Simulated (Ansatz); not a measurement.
Run report: Ti$_{24}$O$_{48}$H (charge −1), single-point calculation (part 1 of 2)

- system: Ti$_{24}$O$_{48}$H (defect cell, 73 atoms in the cell, total charge −1)
- method: DFT, HSE06, PAW, plane waves (Ansatz 0.2.0)

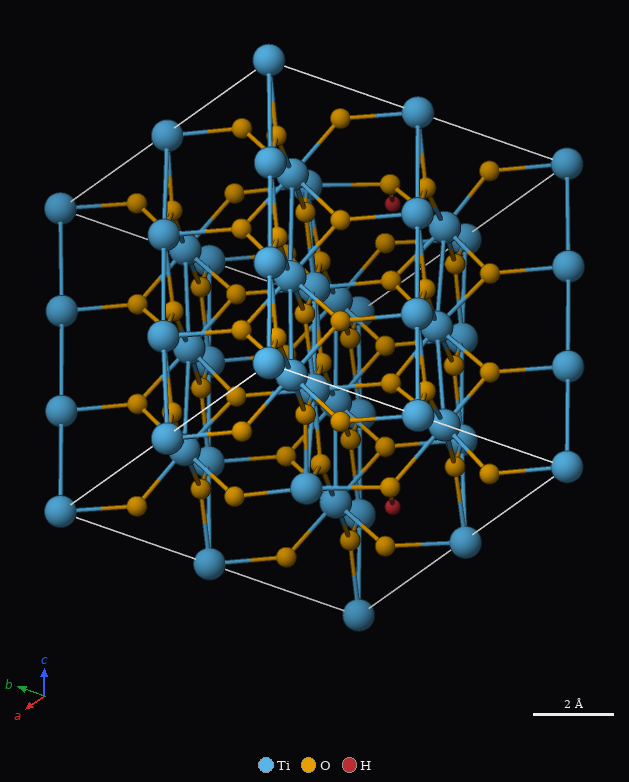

**Figure 1.** The structure as given in the input (ball-and-stick view of the cell of the calculation, seen at an oblique angle).

The input
```yaml
crystal:
  lattice:
    - [9.182828, 0.000000, 0.000000]
    - [0.000000, 9.182828, 0.000000]
    - [0.000000, 0.000000, 8.816612]
  atoms:
    - { symbol: Ti, position: [0.995077, 0.003169, 0.998065] }
    - { symbol: Ti, position: [0.998555, 0.997474, 0.333001] }
    - { symbol: Ti, position: [0.998812, 0.995909, 0.663726] }
    - { symbol: Ti, position: [0.998253, 0.501155, 0.998198] }
    - { symbol: Ti, position: [0.997801, 0.504287, 0.332508] }
    - { symbol: Ti, position: [0.996898, 0.503697, 0.663484] }
    - { symbol: Ti, position: [0.497688, 0.992473, 0.998422] }
    - { symbol: Ti, position: [0.497305, 0.006250, 0.331027] }
    - { symbol: Ti, position: [0.496269, 0.005095, 0.665933] }
    - { symbol: Ti, position: [0.504875, 0.520874, 0.999379] }
    - { symbol: Ti, position: [0.501543, 0.497903, 0.331407] }
    - { symbol: Ti, position: [0.501306, 0.496519, 0.667245] }
    - { symbol: Ti, position: [0.238111, 0.245093, 0.172503] }
    - { symbol: Ti, position: [0.252979, 0.259745, 0.498356] }
    - { symbol: Ti, position: [0.237124, 0.244290, 0.824652] }
    - { symbol: Ti, position: [0.245887, 0.751860, 0.167056] }
    - { symbol: Ti, position: [0.256747, 0.749052, 0.498989] }
    - { symbol: Ti, position: [0.245381, 0.749604, 0.831115] }
    - { symbol: Ti, position: [0.748782, 0.252422, 0.164805] }
    - { symbol: Ti, position: [0.753154, 0.249788, 0.498377] }
    - { symbol: Ti, position: [0.748089, 0.250857, 0.831752] }
    - { symbol: Ti, position: [0.753454, 0.756690, 0.167739] }
    - { symbol: Ti, position: [0.738681, 0.751073, 0.498367] }
    - { symbol: Ti, position: [0.752097, 0.754886, 0.828776] }
    - { symbol: O, position: [0.150914, 0.154241, 0.999164] }
    - { symbol: O, position: [0.150692, 0.153202, 0.335071] }
    - { symbol: O, position: [0.150676, 0.152865, 0.661427] }
    - { symbol: O, position: [0.147679, 0.656624, 0.998737] }
    - { symbol: O, position: [0.149514, 0.655258, 0.331903] }
    - { symbol: O, position: [0.149361, 0.655273, 0.664944] }
    - { symbol: O, position: [0.641445, 0.161279, 0.998632] }
    - { symbol: O, position: [0.648624, 0.156555, 0.331917] }
    - { symbol: O, position: [0.648604, 0.156290, 0.665165] }
    - { symbol: O, position: [0.653670, 0.657935, 0.998785] }
    - { symbol: O, position: [0.651882, 0.653796, 0.329791] }
    - { symbol: O, position: [0.651741, 0.653621, 0.666907] }
    - { symbol: O, position: [0.366623, 0.336747, 0.998428] }
    - { symbol: O, position: [0.348733, 0.346495, 0.329686] }
    - { symbol: O, position: [0.348230, 0.346455, 0.667944] }
    - { symbol: O, position: [0.347101, 0.847568, 0.998509] }
    - { symbol: O, position: [0.346101, 0.849730, 0.331349] }
    - { symbol: O, position: [0.345974, 0.849847, 0.666013] }
    - { symbol: O, position: [0.846837, 0.349307, 0.998469] }
    - { symbol: O, position: [0.847027, 0.349928, 0.331753] }
    - { symbol: O, position: [0.847159, 0.349600, 0.665718] }
    - { symbol: O, position: [0.850802, 0.847756, 0.997956] }
    - { symbol: O, position: [0.848266, 0.847572, 0.334411] }
    - { symbol: O, position: [0.848398, 0.847239, 0.663546] }
    - { symbol: O, position: [0.100896, 0.403220, 0.163005] }
    - { symbol: O, position: [0.099390, 0.405009, 0.498781] }
    - { symbol: O, position: [0.100872, 0.402914, 0.834234] }
    - { symbol: O, position: [0.097000, 0.905873, 0.165364] }
    - { symbol: O, position: [0.096027, 0.903727, 0.498285] }
    - { symbol: O, position: [0.097158, 0.906223, 0.831966] }
    - { symbol: O, position: [0.598318, 0.408163, 0.164167] }
    - { symbol: O, position: [0.597696, 0.405044, 0.498731] }
    - { symbol: O, position: [0.598501, 0.407849, 0.832791] }
    - { symbol: O, position: [0.600121, 0.904954, 0.165635] }
    - { symbol: O, position: [0.595909, 0.903029, 0.498525] }
    - { symbol: O, position: [0.599511, 0.904643, 0.831446] }
    - { symbol: O, position: [0.398844, 0.096838, 0.164234] }
    - { symbol: O, position: [0.400272, 0.099317, 0.498421] }
    - { symbol: O, position: [0.398572, 0.096698, 0.833046] }
    - { symbol: O, position: [0.398684, 0.598779, 0.164914] }
    - { symbol: O, position: [0.401276, 0.599170, 0.498659] }
    - { symbol: O, position: [0.398629, 0.598512, 0.832267] }
    - { symbol: O, position: [0.898747, 0.099433, 0.165162] }
    - { symbol: O, position: [0.899245, 0.098146, 0.498370] }
    - { symbol: O, position: [0.899047, 0.099588, 0.831988] }
    - { symbol: O, position: [0.901384, 0.598326, 0.165286] }
    - { symbol: O, position: [0.900623, 0.597677, 0.498608] }
    - { symbol: O, position: [0.901589, 0.598515, 0.831822] }
    - { symbol: H, position: [0.451239, 0.268943, 0.997814] }
  symmetry: { detect: false }
kpoints:
  mp_grid: { grid: [1, 1, 1], shift: [0.25, 0.25, 0.25] }
hamiltonian:
  xc: hse06
total_charge: -1
scf:
  occupations: { method: fermi_dirac, width: 0.01 }
output:
  forces: true
  eigenvalues: true
  populations: true
  charged_corrections: { epsilon: 100 }
  eigenstates: { kpoints: [[0.25, 0.25, 0.25]], e_range: [-6.0, 6.0], localisation: true }
```

Run as:
```bash
ansatz run in.yaml --threads 8 --pin off --max-ram 17100MiB --runs-dir r --events-out ev --progress --plain
```

Log
```
Pseudopotentials: kind: paw
Functional definition: HSE06
  parameter a = 0.25
  parameter omega = 0.11/bohr
  exchange = pbe_x - a*pbe_x_sr(omega) + a*exact_x_sr(omega)
  correlation = pbe_c
Crystal: 73 atoms, lattice volume = 743.455 Å³
Basis set: ecut = 420 eV, 14577 PW (Γ), exchange–correlation on 128×128×120 points (8 copies of the dense FFT grid, shifted against one another)
Bands: 362, of which v1, the nominal top of the filled ones, is band 289 counted from 1 (288 counted from 0)
Symmetry: 1 space group operations
k-points: 1
Non-local potential: Ti, projectors of the file, l = 0: 3, l = 1: 2, l = 2: 3, l = 3: 1
Non-local potential: O, projectors of the file, l = 0: 2, l = 1: 2, l = 2: 1
Non-local potential: H, projectors of the file, l = 0: 2, l = 1: 1
PAW form: soft (Blöchl's): semilocal exchange-correlation on the pseudo side does not see the compensation charge
PAW frozen core: Ti, regenerated for the run's functional, and the local potential with it (the file was generated under x = pbe(κ = 0.804, μ = 0.2195149727645171), c = pbe(β = 0.06672455060314922))
PAW frozen core: O, regenerated for the run's functional, and the local potential with it (the file was generated under x = pbe(κ = 0.804, μ = 0.2195149727645171), c = pbe(β = 0.06672455060314922))
PAW one-centre angular grid: Ti, 590 points (default); XC on 64 Gauss nodes
PAW one-centre angular grid: O, 110 points (default); XC on 96 Gauss nodes
PAW one-centre angular grid: H, 110 points (default); XC on 64 Gauss nodes
Initial density: superposition of atomic densities (neutral atoms scaled as one to the charged cell's electrons: chi_scale 0, normalization atom), corrected by the library's trained network
Initial wavefunctions: pseudopotential atomic-orbital guess
Functional: x = pbe(κ = 0.804, μ = 0.2195149727645171), c = pbe(β = 0.06672455060314922), warm-up for x = pbe(κ = 0.804, μ = 0.2195149727645171) + 0.25 (exact − pbe) at short range (hse, ω = 0.20786987370883472 Å⁻¹), c = pbe(β = 0.06672455060314922); HSE06 as pw.x's `hse` composes it (authors' and Libxc's form: `xc: wpbeh`)
SCF iter   1: F=—  HF=-87331.358591 eV  |F-HF|=—  |Δ(HF+E_count)|=         —  Δρ=7.07e-3  dr2=2.90e-1  ethr=1.77e-3  ⟨swp⟩=5.0  Hψ=1469  notcnv=0
preconditioner: auto → none  [insulator: Δε(μ)=0.072 eV  Ē_g=9.645 eV  σ=0.010 eV  W_gap=0.95  n_scr=234 (ndim 8)  ℏωp=26.8 eV  f_vac=0.017  D(μ)=12.38/eV (n_scr^D=80)]
SCF iter   2: F=—  HF=-87331.464668 eV  |F-HF|=—  |Δ(HF+E_count)|=   1.06e-1  Δρ=9.66e-3  dr2=1.09e0  ethr=5.02e-5  ⟨swp⟩=6.0  Hψ=1243  notcnv=0
SCF iter   3: F=—  HF=-87331.397325 eV  |F-HF|=—  |Δ(HF+E_count)|=   6.73e-2  Δρ=7.60e-3  dr2=8.39e-1  ethr=5.02e-5  ⟨swp⟩=7.0  Hψ=1173  notcnv=0
SCF iter   4: F=—  HF=-87331.344527 eV  |F-HF|=—  |Δ(HF+E_count)|=   5.28e-2  Δρ=3.53e-3  dr2=1.90e-1  ethr=5.02e-5  ⟨swp⟩=6.0  Hψ=756  notcnv=0  defer=2
SCF iter   5: F=—  HF=-87331.332797 eV  |F-HF|=—  |Δ(HF+E_count)|=   1.17e-2  Δρ=1.64e-3  dr2=1.96e-2  ethr=3.29e-5  ⟨swp⟩=5.0  Hψ=811  notcnv=0  defer=2
SCF iter   6: F=—  HF=-87331.333103 eV  |F-HF|=—  |Δ(HF+E_count)|=   3.05e-4  Δρ=8.89e-4  dr2=4.73e-3  ethr=3.38e-6  ⟨swp⟩=5.0  Hψ=854  notcnv=0  defer=2
SCF iter   7: F=—  HF=-87331.333380 eV  |F-HF|=—  |Δ(HF+E_count)|=   2.78e-4  Δρ=4.94e-4  dr2=8.81e-4  ethr=8.18e-7  ⟨swp⟩=5.0  Hψ=826  notcnv=0  defer=2
SCF iter   8: F=—  HF=-87331.333768 eV  |F-HF|=—  |Δ(HF+E_count)|=   3.88e-4  Δρ=3.26e-4  dr2=1.37e-3  ethr=1.52e-7  ⟨swp⟩=5.0  Hψ=855  notcnv=0  defer=2
SCF iter   9: F=—  HF=-87331.333684 eV  |F-HF|=—  |Δ(HF+E_count)|=   8.35e-5  Δρ=1.39e-4  dr2=1.19e-4  ethr=1.52e-7  ⟨swp⟩=4.0  Hψ=662  notcnv=0  defer=2
SCF iter  10: F=—  HF=-87331.333689 eV  |F-HF|=—  |Δ(HF+E_count)|=   4.85e-6  Δρ=7.28e-5  dr2=4.00e-5  ethr=2.06e-8  ⟨swp⟩=6.0  Hψ=819  notcnv=0  defer=2
SCF iter  11: F=—  HF=-87331.333687 eV  |F-HF|=—  |Δ(HF+E_count)|=   1.70e-6  Δρ=5.06e-5  dr2=1.27e-5  ethr=6.91e-9  ⟨swp⟩=4.0  Hψ=661  notcnv=0  defer=1
SCF iter  12: F=—  HF=-87331.333687 eV  |F-HF|=—  |Δ(HF+E_count)|=   2.31e-7  Δρ=3.71e-5  dr2=8.46e-6  ethr=2.20e-9  ⟨swp⟩=4.0  Hψ=665  notcnv=0  defer=1
SCF iter  13: F=—  HF=-87331.333687 eV  |F-HF|=—  |Δ(HF+E_count)|=   2.02e-7  Δρ=2.32e-5  dr2=6.39e-6  ethr=1.46e-9  ⟨swp⟩=4.0  Hψ=665  notcnv=0  defer=1
SCF iter  14: F=—  HF=-87331.333687 eV  |F-HF|=—  |Δ(HF+E_count)|=   3.78e-7  Δρ=9.72e-6  dr2=6.67e-7  ethr=1.11e-9  ⟨swp⟩=3.0  Hψ=656  notcnv=0  defer=1
SCF iter  15: F=—  HF=-87331.333687 eV  |F-HF|=—  |Δ(HF+E_count)|=   1.34e-8  Δρ=5.11e-6  dr2=1.67e-7  ethr=1.15e-10  ⟨swp⟩=6.0  Hψ=683  notcnv=0  defer=1
SCF iter  16: F=—  HF=-87331.333687 eV  |F-HF|=—  |Δ(HF+E_count)|=   1.01e-8  Δρ=3.91e-6  dr2=1.09e-7  ethr=2.89e-11  ⟨swp⟩=5.0  Hψ=736  notcnv=0  defer=1
SCF iter  17: F=—  HF=-87331.333687 eV  |F-HF|=—  |Δ(HF+E_count)|=  2.91e-11  Δρ=2.72e-6  dr2=3.08e-8  ethr=1.88e-11  ⟨swp⟩=3.0  Hψ=656  notcnv=0  defer=1
SCF iter  18: F=—  HF=-87331.333687 eV  |F-HF|=—  |Δ(HF+E_count)|=   4.47e-9  Δρ=2.07e-6  dr2=4.03e-8  ethr=5.33e-12  ⟨swp⟩=5.0  Hψ=665  notcnv=0  defer=1
SCF iter  19: F=—  HF=-87331.333687 eV  |F-HF|=—  |Δ(HF+E_count)|=  9.17e-10  Δρ=1.07e-6  dr2=7.78e-9  ethr=5.33e-12  ⟨swp⟩=3.0  Hψ=656  notcnv=0  defer=1
SCF iter  20: F=—  HF=-87331.333687 eV  |F-HF|=—  |Δ(HF+E_count)|=  4.22e-10  Δρ=4.28e-7  dr2=9.84e-10  ethr=3.82e-12 (applied; sched 1.35e-12)  ⟨swp⟩=3.0  Hψ=656  notcnv=0  defer=1
Initial density: handed on by an earlier stage of this run
Initial wavefunctions: those handed on with the density
Functional: x = pbe(κ = 0.804, μ = 0.2195149727645171) + 0.25 (exact − pbe) at short range (hse, ω = 0.20786987370883472 Å⁻¹), c = pbe(β = 0.06672455060314922); HSE06 as pw.x's `hse` composes it (authors' and Libxc's form: `xc: wpbeh`)
Exchange kernel: α = 0.2500, screened, ω = 0.2079 Å⁻¹, Wigner–Seitz truncation, v(0) = 853.4098 eV·Å³, q-mesh 1×1×1, nearest image of the exchange supercell L = 8.82 Å, pair-density grid 45×45×45, without the augmentation charges, whose exchange is taken in its separable form (sized by the pseudopotential files, 64×64×60 at the most), smooth part of the exchange summed in real space on grids 42×52
Frozen-core exchange: fock
eigensolver tolerance schedule calibrated: the retry pair's looser diagonalisation under-reported the residual by θ = 0.40 (0.21/decade); ethr = c·dr2/N_el runs at the constant in force after the calibration composes with the one it found (an armed cap, an earlier calibration), c = 2.4e-2
preconditioner: auto → none  [insulator: Δε(μ)=0.309 eV  Ē_g=12.639 eV  σ=0.010 eV  W_gap=1.00  n_scr=234 (ndim 8)  ℏωp=26.8 eV  f_vac=0.017  D(μ)=0.00/eV (n_scr^D=0)]
hybrid outer 1: dexx = +4.638e-1 eV, tail = 2.06e-1 eV
preconditioner: auto → none  [insulator: Δε(μ)=0.334 eV  Ē_g=11.993 eV  σ=0.010 eV  W_gap=1.00  n_scr=234 (ndim 8)  ℏωp=26.8 eV  f_vac=0.018  D(μ)=0.00/eV (n_scr^D=0)]
hybrid outer 2: dexx = +1.346e-2 eV, tail = 2.56e-3 eV, Δε = 9.93e-2 eV (about 3.76e-3 eV left of the loop's levels), ΔF = 5.35e-2 eV/Å (tail 3.98e-2)
preconditioner: auto → none  [insulator: Δε(μ)=0.335 eV  Ē_g=11.915 eV  σ=0.010 eV  W_gap=1.00  n_scr=234 (ndim 8)  ℏωp=26.8 eV  f_vac=0.018  D(μ)=0.00/eV (n_scr^D=0)]
Mixer restart at iter 11: flushing history
SCF iter  20: F=—  HF=-87313.378501 eV  |F-HF|=—  |Δ(HF+E_count)|=   8.29e-9  Δρ=1.01e-6  dr2=1.26e-8  ethr=5.34e-12  ⟨swp⟩=7.0  Hψ=760  notcnv=0  defer=1
SCF iter  21: F=—  HF=-87313.378501 eV  |F-HF|=—  |Δ(HF+E_count)|=  1.02e-10  Δρ=6.50e-7  dr2=5.30e-9  ethr=4.44e-12 (applied; sched 1.93e-12)  ⟨swp⟩=4.0  Hψ=681  notcnv=0  defer=6
SCF iter  22: F=—  HF=-87313.378501 eV  |F-HF|=—  |Δ(HF+E_count)|=   1.28e-9  Δρ=4.93e-7  dr2=2.59e-9  ethr=7.61e-12 (applied; sched 1.00e-12)  ⟨swp⟩=2.0  Hψ=651  notcnv=0
SCF iter  23: F=—  HF=-87313.378501 eV  |F-HF|=—  |Δ(HF+E_count)|=  1.46e-11  Δρ=2.75e-7  dr2=5.58e-10  ethr=7.61e-12 (applied; sched 1.00e-12)  ⟨swp⟩=2.0  Hψ=651  notcnv=0
SCF iter  24: F=—  HF=-87313.378501 eV  |F-HF|=—  |Δ(HF+E_count)|=  3.06e-10  Δρ=2.30e-7  dr2=8.57e-10  ethr=7.61e-12 (applied; sched 1.00e-12)  ⟨swp⟩=2.0  Hψ=651  notcnv=0
SCF iter  25: F=-87313.378501 eV  HF=-87313.378501 eV  |F-HF|=3.49e-10  |Δ(HF+E_count)|=  1.46e-11  Δρ=1.42e-7  dr2=4.26e-10  ethr=7.61e-12 (applied; sched 1.00e-12)  ⟨swp⟩=2.0  Hψ=651  notcnv=0
SCF 4 converged in 25 iterations: F = -87313.378501 eV  dr2 = 4.26e-10
  Residual-converged pass: ⟨swp⟩=4.0  Hψ=801  notcnv=0  max |occ|·‖R‖ = 2.2e-7 eV (tolerance 2.7e-7 eV)  dr2=4.91e-10  dr2_onsite=2.07e-11  max |Δocc| = 2.1e-16
  greatest PAW one-centre occupation: 1.000 electrons in one spin orbital (limit 2), on the Ti atom at site 3 (counted from 0), in its partial waves of l = 0
hybrid outer 3: dexx = +1.410e-4 eV, tail = 5.93e-6 eV, Δε = 8.81e-3 eV (about 4.76e-4 eV left of the loop's levels), ΔF = 4.24e-3 eV/Å (tail 8.70e-4)
```
